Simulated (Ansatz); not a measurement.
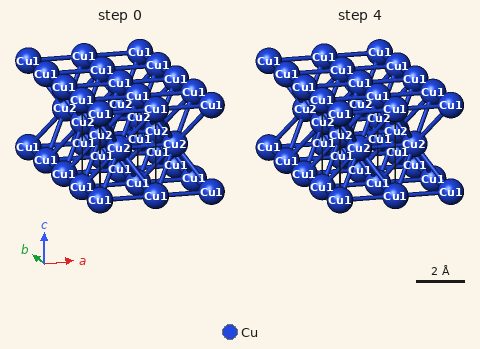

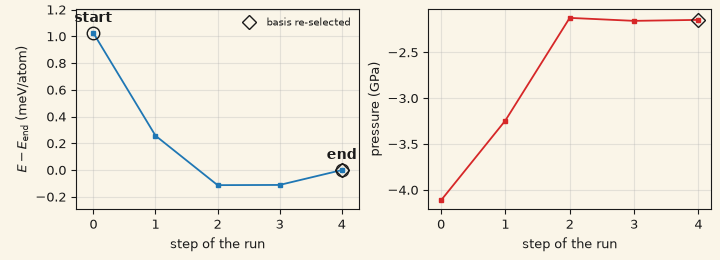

First and last geometry of a relaxation of solid Cu (set up in I4/mmm), with the history of the run. A ball-and-stick model of the cell of the calculation, repeated 2 × 4 × 1 with one cell outlined, seen slightly off an axis.

Case: uniaxial strain along c of +6.0 %; a, b and atoms relaxed.

These are results of DFT PBEsol, scalar-relativistic, plane waves, PAW in Ansatz, not measurements.

The input:
```yaml
crystal:
  lattice:
    - [1.7549805966, 1.7549805966, 0.0]
    - [-1.7549805966, 1.7549805966, 0.0]
    - [0.0, 0.0, 3.7772171216]
  atoms:
    - { symbol: Cu, position: [0.0, 0.0, 0.0] }
    - { symbol: Cu, position: [0.5, 0.5, 0.5] }
basis:
  ecutwfc: 420
kpoints:
  mp_grid: { grid: [20, 20, 14] }
hamiltonian:
  xc: pbesol
scf:
  occupations: { method: gaussian, width: 0.1 }
output:
  forces: true
  stress: true
  eigenvalues: true
relax:
  adjacent_minimum: "off"
  f_tol: 0.008
  max_steps: 40
  cell: { stress_tol: 0.015, fix: [c, angles] }
```

Command:
```bash
ansatz run input.yaml --threads 1 --pin off --max-ram 2560MiB --backend cpu --events-out ev --progress --plain --runs-dir out
```

Q: Read the history and describe the run.

A: It converged. The atoms keep their places relative to the cell (all moves are under 0.005 Å). The drawn cell changes as follows: a = b 2.482 → 2.466 Å (−0.6 %), c unchanged at 3.777 Å; the volume changes by −1.3 %. Near-neighbour distances that change, for instance: Cu1–Cu1 2.482 → 2.466 Å, Cu1–Cu2 2.578 → 2.571 Å. The space group stays I4/mmm (No. 139). After 3 accepted moves (4 points after the start) the energy has fallen by 1.0 meV per atom. All forces vanish by symmetry, so only the cell relaxes. Pressure: −4.11 GPa at the start and −2.15 GPa at the end. At 1 point the geometry stayed and the basis and grid were re-selected for the new cell (energy shift of 0.1 meV per atom at most each time).

| step | E − E(0), meV/atom | pressure, GPa | volume, Å³/atom | note |
| --- | --- | --- | --- | --- |
| 0 | 0.00 | -4.11 | 11.634 |  |
| 1 | -0.77 | -3.24 | 11.567 |  |
| 2 | -1.14 | -2.12 | 11.485 |  |
| 3 | -1.14 | -2.16 | 11.487 |  |
| 4 | -1.02 | -2.15 | 11.487 | same geometry, new basis |
